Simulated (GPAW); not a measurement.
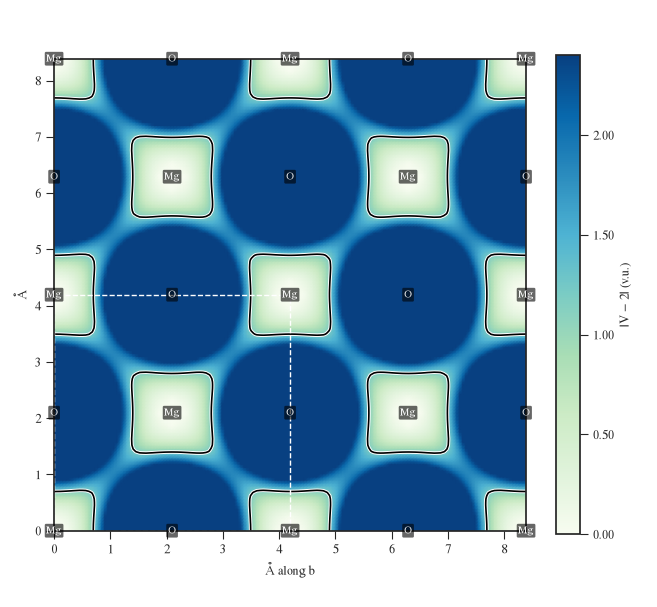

Bond-valence mismatch |V − 2| for Mg2+ in MgO (Fm-3m, No. 225) on the section x = 0.000 (parallel to b and c; the dashed line is one cell); the black line is the 1.2 v.u. contour, and values above the scale's top are cut off.

At each point the valence sum V of a Mg2+ ion is computed from the anions within 5 Å (s = exp((R0 − d)/b), R0 fitted to published crystal structures with b = 0.37 Å; R0: Mg2+–O 1.677 Å). The other Mg2+ ions are ignored. This is an empirical screen for pathways, not an energy calculation.

Source of the atomic positions: a cell listed in the Materials Project, as set up for an electronic-structure calculation.

```cif
data_structure
_symmetry_space_group_name_H-M 'P 1'
_symmetry_Int_Tables_number 1
_cell_length_a 4.1940
_cell_length_b 4.1940
_cell_length_c 4.1940
_cell_angle_alpha 90.000
_cell_angle_beta 90.000
_cell_angle_gamma 90.000
_cell_volume 73.77
loop_
_atom_site_label
_atom_site_type_symbol
_atom_site_fract_x
_atom_site_fract_y
_atom_site_fract_z
_atom_site_occupancy
Mg1 Mg 0.00000 0.00000 0.00000 1
O1 O 0.50000 0.00000 0.00000 1
Mg2 Mg 0.00000 0.50000 0.50000 1
O2 O 0.50000 0.50000 0.50000 1
Mg3 Mg 0.50000 0.00000 0.50000 1
O3 O 0.00000 0.00000 0.50000 1
Mg4 Mg 0.50000 0.50000 0.00000 1
O4 O 0.00000 0.50000 0.00000 1
```

In the whole crystal, how are the regions below 1.2 v.u. connected (counting the regions that come within 0.6 Å of a Mg site)?

Answer. The regions form a three-dimensional network.

At which mismatch do paths open?

Answer. From a mismatch of about 1.00 v.u. the regions form a three-dimensional network. These are grid estimates, good to about 0.1 v.u.

What is the valence sum at the Mg sites themselves?

Answer. 1.98 v.u., against the formal 2.
